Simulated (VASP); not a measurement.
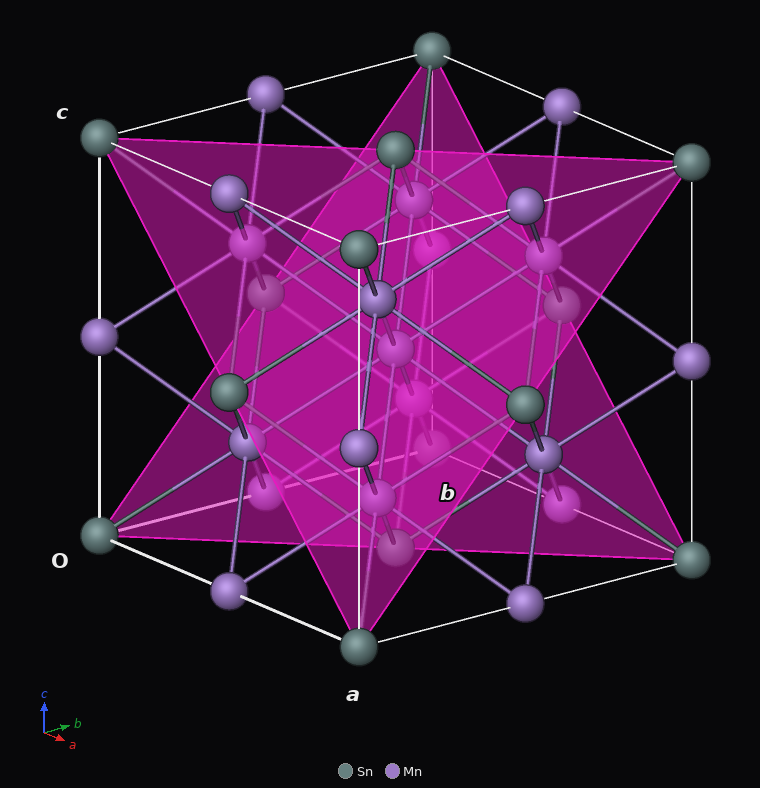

Crystal: Mn3Sn, a cell listed in the Materials Project, as set up for an electronic-structure calculation. Every member of one family of equally spaced planes, hx + ky + lz = a whole number, that cuts the unit cell is shaded (one member passes through the origin O). Geometry calculated from the standardised cell; symmetry tolerance 0.002 Å.

a = 6.121 Å, b = 6.121 Å, c = 6.121 Å, α = 90.00°, β = 90.00°, γ = 90.00°.

Index the planes.

(1 −1 1); the opposite sign names the same planes. The member next to the origin meets the axes a at 1, b at −1, c at 1.

What is the spacing?

d = 3.534 Å.

Which atoms of the cell lie in these planes (within 0.03 Å)?

all 4 Sn.

The space group is No. 225, Fm-3m. How many reflections hkl are equivalent to this one (itself included), and does it occur?

8 reflections are equivalent in the Laue class m-3m. The space group allows the reflection.
